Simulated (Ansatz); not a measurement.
## Li: band-structure calculation

Li (Fm-3m, 1 atom in the cell), computed with DFT, LDA, PAW with Ansatz's default frozen-core files, scalar-relativistic, no spin polarisation (Ansatz 0.2.0).

The structure derives from an entry of the Crystallography Open Database. It belongs to a series of runs on one base structure; here: PAW files in place of LAPW.

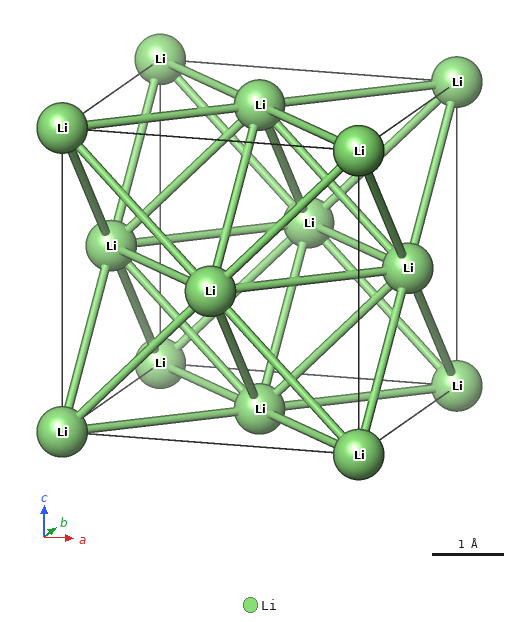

**Figure 1.** The input geometry (ball-and-stick view of the cell 4 times as large as that of the calculation, set on its symmetry axes, seen slightly off an axis).

Input:
```yaml
crystal:
  lattice:
    - [0.0, 2.202, 2.202]
    - [2.202, 0.0, 2.202]
    - [2.202, 2.202, 0.0]
  atoms:
    - { symbol: Li, position: [0.0, 0.0, 0.0] }
kpoints:
  mp_grid: { grid: [16, 16, 16] }
  band_path:
    path:
      - [0.0, 0.0, 0.0]
      - [0.5, 0.0, 0.5]
      - [0.625, 0.25, 0.625]
      - [0.375, 0.375, 0.75]
      - [0.0, 0.0, 0.0]
      - [0.5, 0.5, 0.5]
      - [0.5, 0.25, 0.75]
      - [0.5, 0.0, 0.5]
    npoints: 14
scf:
  occupations: { method: fermi_dirac, width: 0.05 }
hamiltonian:
  xc: lda
  pseudopotentials: { kind: paw }
output:
  forces: true
  stress: true
  eigenvalues: true
  efg: { contact_densities: true }
  populations: true
  bader: true
  dos: { projected: true, de: 0.2, e_range: [-14, 8] }
  write_density: true
  write_potential: true
  elf: true
  volumetric_format: npy
```

Machine: 1 thread of Arm Neoverse V1, 24 GiB of memory available, shared host.

Launched with:
```bash
ansatz run input.yaml --threads 1 --pin off --max-ram 3072MiB --backend cpu --events-out ev --progress --plain --runs-dir out
```

What the program printed:
```
Engine: ansatz 0.2.0, aarch64-unknown-linux-gnu
Pseudopotentials: kind: paw
Pseudopotential: Li, paw, valence charge 3, recommended cutoff 420 eV (normal), Li.paw.azcp
Functional definition: SPW92
  exchange = slater_x
  correlation = pw_c
Crystal: 1 atoms, lattice volume = 21.354 Å³
Basis set: ecut = 420 eV, 411 PW (Γ)
Bands: 6, of which v1, the nominal top of the filled ones, is band 2 counted from 1 (1 counted from 0)
Symmetry: 48 space group operations
Space group: Fm-3m (ITA 225), of the structure as read, at distance tolerance 2.8e-5 Å
k-points: 145 of 4096
Non-local potential: Li, projectors of the file, l = 0: 3, l = 1: 2, l = 2: 1
PAW form: soft (Blöchl's): semilocal exchange-correlation on the pseudo side does not see the compensation charge
PAW one-centre angular grid: Li, 110 points (default); XC on 64 Gauss nodes
Initial density: superposition of atomic densities (neutral atoms: chi_scale 0, normalization atom), corrected by the library's trained network
Initial wavefunctions: pseudopotential atomic-orbital guess
Functional: x = slater, c = lda
SCF iter   1: F=—  HF=-201.637930 eV  |F-HF|=—  |Δ(HF+E_count)|=         —  Δρ=4.25e-3  dr2=1.06e-3  ethr=1.77e-3  ⟨swp⟩=3.5  Hψ=6710  notcnv=0
preconditioner: auto → none  [metal: Δε(μ)=0.081 eV  Ē_g=10.097 eV  σ=0.050 eV  W_gap=0.35  n_scr=0 (ndim 8)  ℏωp=8.0 eV  f_vac=0.000  D(μ)=0.45/eV (n_scr^D=0)]
SCF iter   2: F=—  HF=-201.634293 eV  |F-HF|=—  |Δ(HF+E_count)|=   3.64e-3  Δρ=1.66e-3  dr2=1.64e-4  ethr=3.52e-5  ⟨swp⟩=2.0  Hψ=2728  notcnv=0  defer=15
SCF iter   3: F=—  HF=-201.633684 eV  |F-HF|=—  |Δ(HF+E_count)|=   6.09e-4  Δρ=6.99e-5  dr2=1.42e-6  ethr=5.46e-6  ⟨swp⟩=2.0  Hψ=1341  notcnv=0  defer=15
SCF iter   4: F=—  HF=-201.633683 eV  |F-HF|=—  |Δ(HF+E_count)|=   3.88e-7  Δρ=2.91e-6  dr2=2.25e-9  ethr=4.73e-8  ⟨swp⟩=1.0  Hψ=846  notcnv=0  defer=15
iter 5 did not close the SCF: its close was put off for the readings that it lacked (scf_convergence_deferred on its scf_iter line)
SCF iter   5: F=-201.633683 eV  HF=-201.633683 eV  |F-HF|=7.67e-13  |Δ(HF+E_count)|=  8.48e-10  Δρ=7.55e-8  dr2=7.93e-13  ethr=7.49e-11  ⟨swp⟩=1.4  Hψ=912  notcnv=0  defer=15
SCF iter   6: F=-201.633683 eV  HF=-201.633683 eV  |F-HF|=5.68e-14  |Δ(HF+E_count)|=  8.53e-14  Δρ=2.73e-9  dr2=4.92e-16  ethr=1.00e-12  ⟨swp⟩=3.0  Hψ=2738  notcnv=0
SCF 1 converged in 6 iterations: F = -201.633683 eV  dr2 = 4.92e-16
  greatest PAW one-centre occupation: 1.000 electrons in one spin orbital (limit 2), on the Li atom at site 0 (counted from 0), in its partial waves of l = 0
```

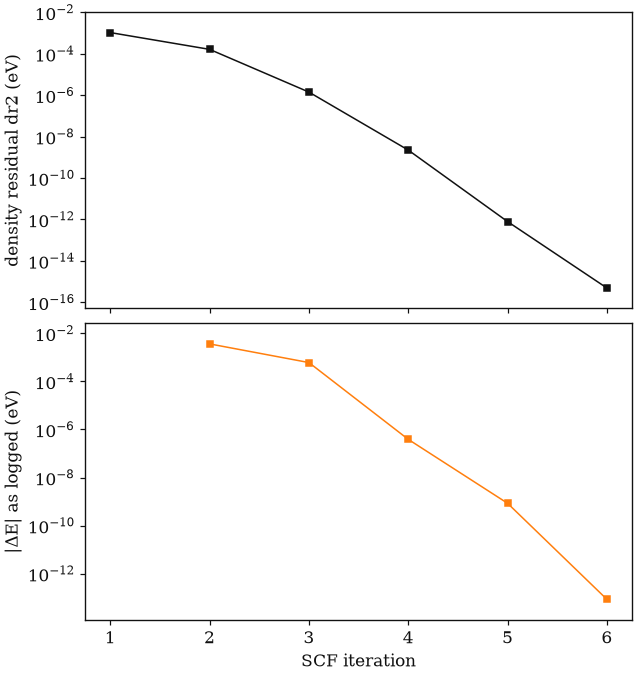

**Figure 2.** Convergence of the self-consistent field: density residual dr2 and size of the energy change against the SCF iteration. The residual falls at every step.

```
NSCF: frozen V_eff on 99 k-points
SCF converged after 6 iterations
Free energy (F): -201.633683 eV
Harris-Foulkes:  -201.633683 eV  (|F-HF|=5.68e-14)
Internal energy: -201.629999 eV  (E = F + TS)
E sigma→0 (E₀):  -201.631841 eV
Entropy (-TS):   -0.003684 eV (-3.684 meV/atom)
Fermi energy:    0.731276 eV
--- Per-component energies (eV) ---
  E_band       = -90.460875
  E_kinetic    = 20.979380
  E_local      = -133.359888  (includes V_loc(G=0)·N_el)
  E_nonlocal   = -33.113447
  E_hartree    = 39.520740
  E_xc         = -9.739860
  E_vxc        = -12.691478  (∫ρ·V_xc dr)
  E_paw        = -18.457416  (= ΣΔE_a)
  E_vpaw       = -11.316939  (= ΣTr[D̂ρ^β])
  E_aug_tail   = 0.000017  (compensation charges beyond the density's cutoff)
  E_ewald      = -67.459525
  E_smearing   = -0.003684  (= −TS)
  E_closure    = -0.000000  (closes the sum)
  Σ components = -201.633683   (vs F -201.633683, Δ=0.00e0)
--- Forces (eV/Å), atoms counted from 1 ---
  atom   1  Li     0.00000000     0.00000000     0.00000000
  max |Σ_I F_I| component: 1.23e-32 eV/Å
--- Stress (GPa, compression-positive) ---
       -1.474681       0.000000       0.000000
       -0.000000      -1.474681       0.000000
       -0.000000      -0.000000      -1.474681
  P = ⅓ Tr σ = -1.4747 GPa (-14.747 kbar)
--- PAW observables at the nuclei: V_zz in 10²¹ V/m², potentials from the cell's mean, atoms counted from 1 ---
  atom   1  Li V_zz =    +0.000000   η = 0.0000   by run symmetry: forbidden
            electrostatic potential = -159.795708 V   contact ρ = 91.635695 e/Å³
--- Band table (eV; the first three rows and the last of 145) ---
  k-point 0: bands = ["-44.9510", "-2.6938", "14.3369", "14.3369", "14.3369", "18.3873"]
  k-point 1: bands = ["-44.9504", "-2.6263", "13.6464", "14.1933", "14.1933", "17.7309"]
  k-point 2: bands = ["-44.9486", "-2.4238", "12.0420", "13.8627", "13.8627", "17.5903"]
  k-point 144: bands = ["-44.9294", "4.0971", "4.0971", "5.0149", "9.0023", "17.0424"]
--- Löwdin populations: 1 site ---
  site symbol       q [e]
     0     Li      2.9043
  spilling = 0.031905 (of n_electrons = 3.000000)
--- Bader charges: 1 site ---
  site symbol  charge [e]  shift [e] shared [e]
     0     Li      0.7518     0.0014     0.0000
  maxima off the nuclei: 2, with 0.7518 electrons
  on the straight line to a nucleus their density falls by 2.7e-2 of itself; PAW files or a low cutoff
  can make one that falls by little (a run on other files and one at a higher cutoff tell): if they did, read the shared
  charge, to which what the maxima have on the atom's side is counted
  estimated error of the sums over rays = 5.2e-4 e
```

File bader_charges.tsv:
```
# site	symbol	x_ang	y_ang	z_ang	partial_charge_e	electrons	volume_ang3	relative_density_drop	shared_charge_e	partial_wave_shift_e
# quadrature_error_electrons = 5.2e-4
0	Li	0.0000	0.0000	0.0000	0.75176	2.24824	6.38	-	0.00000	0.00137
-	-	1.1010	1.1010	1.1010	-0.37600	0.37600	7.49	2.68e-2	-	-
-	-	3.3030	3.3030	3.3030	-0.37576	0.37576	7.48	2.68e-2	-	-
```

File dos.tsv:
```
# E-E_F[eV]	g_bin_mean(E)[states/eV]	N(E)
# format = ansatz-dos/2
# fermi_ev = 0.731276
# fermi_mp_grid = 16 16 16
# fermi_mp_shift = 0 0 0
# tetrahedron_fermi_ev = 0.752673
# g_bin_mean(E): the states in a bin one row spacing wide, centred on E, divided by that spacing. States that the method places at a single energy (under output.dos.method: tetrahedron, those of a tetrahedron whose four corners have one energy) are counted whole in the row whose bin holds that energy (on the edge of two bins, in the lower row). The sum of g_bin_mean over a run of rows, times the row spacing, is the number of states from half a spacing under the first of them to half a spacing over the last (a plain sum, not the trapezoid rule).
-14.000000	0.000000e0	2.000000e0
-13.800000	0.000000e0	2.000000e0
-13.600000	0.000000e0	2.000000e0
-13.400000	0.000000e0	2.000000e0
-13.200000	0.000000e0	2.000000e0
-13.000000	0.000000e0	2.000000e0
-12.800000	0.000000e0	2.000000e0
-12.600000	0.000000e0	2.000000e0
-12.400000	0.000000e0	2.000000e0
-12.200000	0.000000e0	2.000000e0
-12.000000	0.000000e0	2.000000e0
-11.800000	0.000000e0	2.000000e0
-11.600000	0.000000e0	2.000000e0
-11.400000	0.000000e0	2.000000e0
-11.200000	0.000000e0	2.000000e0
-11.000000	0.000000e0	2.000000e0
-10.800000	0.000000e0	2.000000e0
-10.600000	0.000000e0	2.000000e0
-10.400000	0.000000e0	2.000000e0
-10.200000	0.000000e0	2.000000e0
-10.000000	0.000000e0	2.000000e0
-9.800000	0.000000e0	2.000000e0
-9.600000	0.000000e0	2.000000e0
-9.400000	0.000000e0	2.000000e0
-9.200000	0.000000e0	2.000000e0
-9.000000	0.000000e0	2.000000e0
-8.800000	0.000000e0	2.000000e0
-8.600000	0.000000e0	2.000000e0
-8.400000	0.000000e0	2.000000e0
-8.200000	0.000000e0	2.000000e0
-8.000000	0.000000e0	2.000000e0
-7.800000	0.000000e0	2.000000e0
-7.600000	0.000000e0	2.000000e0
-7.400000	0.000000e0	2.000000e0
-7.200000	0.000000e0	2.000000e0
-7.000000	0.000000e0	2.000000e0
-6.800000	0.000000e0	2.000000e0
-6.600000	0.000000e0	2.000000e0
-6.400000	0.000000e0	2.000000e0
-6.200000	0.000000e0	2.000000e0
-6.000000	0.000000e0	2.000000e0
-5.800000	0.000000e0	2.000000e0
-5.600000	0.000000e0	2.000000e0
-5.400000	0.000000e0	2.000000e0
-5.200000	0.000000e0	2.000000e0
-5.000000	0.000000e0	2.000000e0
-4.800000	0.000000e0	2.000000e0
-4.600000	0.000000e0	2.000000e0
-4.400000	0.000000e0	2.000000e0
-4.200000	0.000000e0	2.000000e0
-4.000000	0.000000e0	2.000000e0
-3.800000	0.000000e0	2.000000e0
-3.600000	0.000000e0	2.000000e0
-3.400000	2.479950e-2	2.000075e0
-3.200000	1.007374e-1	2.013888e0
-3.000000	1.439302e-1	2.038608e0
-2.800000	1.746780e-1	2.070531e0
-2.600000	2.025111e-1	2.108570e0
-2.400000	2.257607e-1	2.151256e0
-2.200000	2.482894e-1	2.198895e0
-2.000000	2.670575e-1	2.250333e0
-1.800000	2.880926e-1	2.305855e0
-1.600000	3.048662e-1	2.365255e0
-1.400000	3.228962e-1	2.427945e0
-1.200000	3.426471e-1	2.494522e0
-1.000000	3.593992e-1	2.564756e0
-0.800000	3.785061e-1	2.638453e0
-0.600000	4.019579e-1	2.716395e0
-0.400000	4.271966e-1	2.799278e0
-0.200000	4.622810e-1	2.887772e0
0.000000	5.400849e-1	2.987384e0
0.200000	5.287558e-1	3.097029e0
0.400000	5.125081e-1	3.201078e0
0.600000	4.732730e-1	3.299269e0
0.800000	4.552664e-1	3.392128e0
1.000000	4.328550e-1	3.480703e0
1.200000	4.215393e-1	3.566046e0
1.400000	4.228608e-1	3.649876e0
1.600000	4.030427e-1	3.733606e0
1.800000	3.465878e-1	3.809005e0
2.000000	3.038117e-1	3.873706e0
2.200000	2.394376e-1	3.930439e0
2.400000	1.288302e-1	3.965724e0
2.600000	8.043224e-2	3.986512e0
2.800000	4.361890e-2	3.995691e0
3.000000	3.955156e-1	4.027320e0
3.200000	8.478061e-1	4.163927e0
3.400000	7.331718e-1	4.326160e0
3.600000	5.944119e-1	4.461805e0
3.800000	4.949158e-1	4.566629e0
4.000000	4.620177e-1	4.661206e0
4.200000	4.607054e-1	4.752866e0
4.400000	4.584615e-1	4.847260e0
4.600000	4.812762e-1	4.939753e0
4.800000	4.444257e-1	5.032661e0
5.000000	4.211712e-1	5.118795e0
5.200000	4.005238e-1	5.201101e0
5.400000	4.019937e-1	5.280227e0
5.600000	4.176568e-1	5.362359e0
5.800000	4.341617e-1	5.447451e0
6.000000	4.697293e-1	5.536547e0
6.200000	5.551280e-1	5.640430e0
6.400000	5.516351e-1	5.751444e0
6.600000	5.509167e-1	5.861934e0
6.800000	5.341278e-1	5.970570e0
7.000000	5.262734e-1	6.076636e0
7.200000	5.125299e-1	6.180337e0
7.400000	5.050124e-1	6.282093e0
7.600000	4.922813e-1	6.381911e0
7.800000	4.723834e-1	6.478718e0
8.000000	4.693605e-1	6.571012e0
```

File rho_z.tsv:
```
# z_ang	rho[e/angstrom^3]
# format = ansatz-planar-average/11
# lattice	0.000000000	2.202000000	2.202000000
# lattice	2.202000000	0.000000000	2.202000000
# lattice	2.202000000	2.202000000	0.000000000
# sites	1
# site	3	0.000000000	0.000000000	0.000000000
0.000000	4.481925e-1
0.129754	4.105608e-1
0.259508	3.158818e-1
0.389262	2.061565e-1
0.519016	1.203226e-1
0.648770	7.361792e-2
0.778525	5.663390e-2
0.908279	5.220557e-2
1.038033	5.074655e-2
1.167787	5.021808e-2
1.297541	5.015625e-2
1.427295	5.016936e-2
1.557049	5.018178e-2
1.686803	5.016936e-2
1.816557	5.015625e-2
1.946311	5.021808e-2
2.076066	5.074655e-2
2.205820	5.220557e-2
2.335574	5.663390e-2
2.465328	7.361792e-2
2.595082	1.203226e-1
2.724836	2.061565e-1
2.854590	3.158818e-1
2.984344	4.105608e-1
```

File v_z.tsv:
```
# z_ang	v_es[eV]	v_tot[eV]
# format = ansatz-planar-average/11
# xc	lda
# density_cutoff_ev	1680
# datasets	Li=:simpson_from_first_knot:soft
# lattice	0.000000000	2.202000000	2.202000000
# lattice	2.202000000	0.000000000	2.202000000
# lattice	2.202000000	2.202000000	0.000000000
# sites	1
# site	3	0.000000000	0.000000000	0.000000000
0.000000	-3.474305e0	-1.093158e1
0.129754	-3.281236e0	-1.069290e1
0.259508	-2.740711e0	-1.002435e1
0.389262	-1.947742e0	-9.045524e0
0.519016	-1.010155e0	-7.898834e0
0.648770	-2.200317e-2	-6.714613e0
0.778525	9.014911e-1	-5.637122e0
0.908279	1.616130e0	-4.823799e0
1.038033	2.075169e0	-4.315441e0
1.167787	2.403349e0	-3.969448e0
1.297541	2.657609e0	-3.711742e0
1.427295	2.809434e0	-3.560788e0
1.557049	2.861334e0	-3.509613e0
1.686803	2.809434e0	-3.560788e0
1.816557	2.657609e0	-3.711742e0
1.946311	2.403349e0	-3.969448e0
2.076066	2.075169e0	-4.315441e0
2.205820	1.616130e0	-4.823799e0
2.335574	9.014911e-1	-5.637122e0
2.465328	-2.200317e-2	-6.714613e0
2.595082	-1.010155e0	-7.898834e0
2.724836	-1.947742e0	-9.045524e0
2.854590	-2.740711e0	-1.002435e1
2.984344	-3.281236e0	-1.069290e1
```

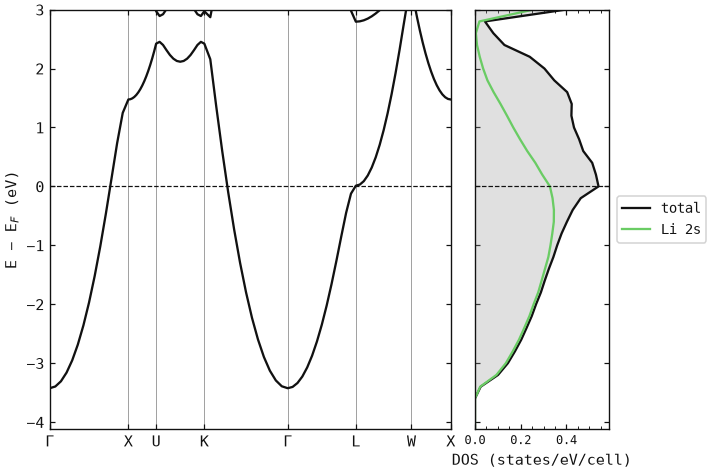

**Figure 3.** Band structure along Γ–X–U–K–Γ–L–W–X and density of states (projected on Löwdin-orthogonalised atomic shells), with energies from the Fermi level. Bands cross the Fermi level: a metal at this level of theory.

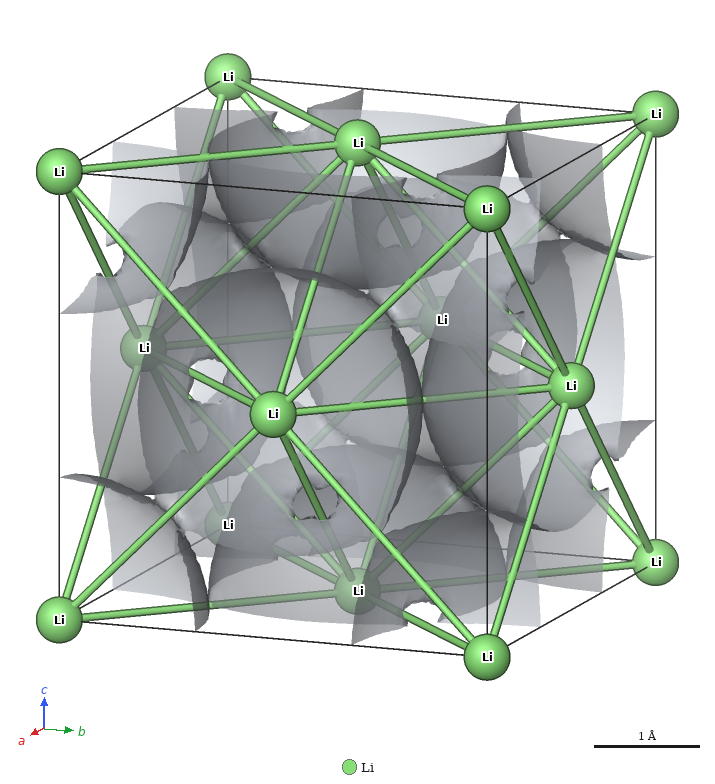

**Figure 4.** Isosurface of the electron localisation function at 0.55 (grey), seen slightly off an axis. Core shells and regions of very low density are left out. Sticks mark near contacts. The outline is the cell set on symmetry axes. The ELF exceeds this value in one network that runs through the whole crystal, counted in one cell of 4 atoms. Along the contacts the grid gives the following. Li–Li (3.11 Å): the ELF is about 0.55 at the midpoint (metallic bonding. In a PAW calculation such maps are meaningful between the atoms, not at the nuclei.

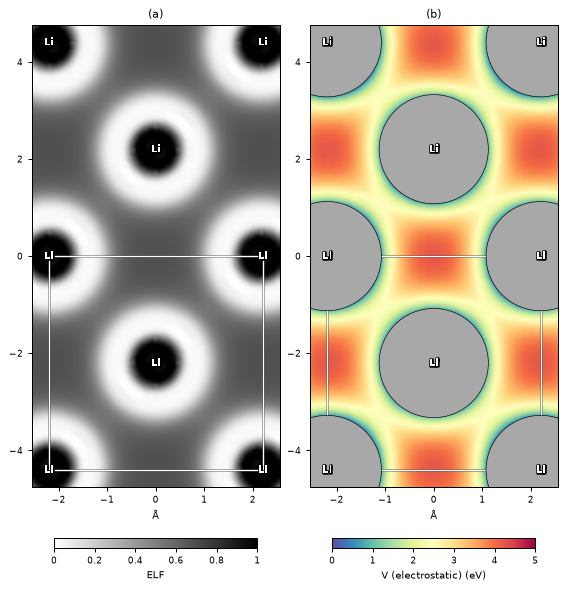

**Figure 5.** (a) electron localisation function; (b) electrostatic potential (local pseudopotential plus Hartree) felt by an electron on the (010) plane of the conventional cell. Grey discs, where drawn, cover atomic cores. Atoms in the plane: Li. Li–Li (3.11 Å): the ELF is about 0.55 at the midpoint, which marks nearly free electrons, as in a simple metal.  The strong features right at Li lie inside the PAW spheres (semicore, d or f shells) and say nothing about bonding. Outside the cores the potential energy rises away from the atoms and is highest about 2.2 Å from the nearest atoms; outside the discs it spans about 3 eV, and its zero is arbitrary.

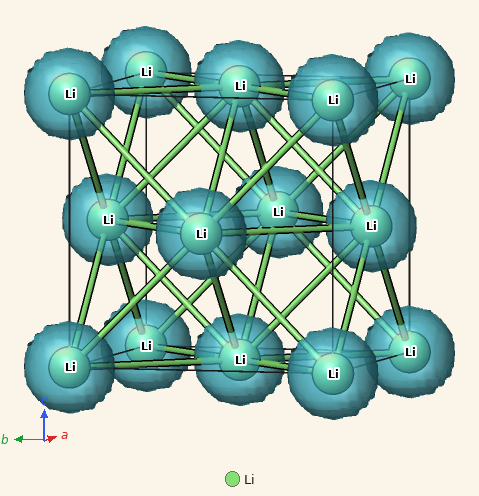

**Figure 6.** Isosurface of the valence charge density (pseudo) at 0.1 e/Å³ (cyan), seen at an oblique angle. Sticks mark near contacts. The outline is the cell set on symmetry axes. At this value the density breaks into separate islands; it holds about 65 % of the electrons treated as valence (semicore included). It is pinched off along the Li–Li (3.11 Å) contacts. On the grid the lowest density along these lines, outside the cores, is 0.05 e/Å³ (Li–Li, 3.11 Å).

Key numbers:

```json
{"quantity": "outcome", "value": "converged"}
{"quantity": "space group (tolerance 0.01 Å)", "value": "Fm-3m (225)"}
{"quantity": "electrons treated", "value": "3"}
{"quantity": "free energy", "value": "−201.6337 eV"}
{"quantity": "Fermi energy", "value": "0.731 eV"}
{"quantity": "pressure", "value": "−1.47 GPa"}
{"quantity": "field gradient V_zz (10²¹ V/m²)", "value": "zero at all sites"}
{"quantity": "electronic character", "value": "metal"}
{"quantity": "largest force (length of the vector)", "value": "under 0.001 eV/Å"}
{"quantity": "wall time", "value": "38 s"}
{"quantity": "peak memory", "value": "0.28 GiB"}
```
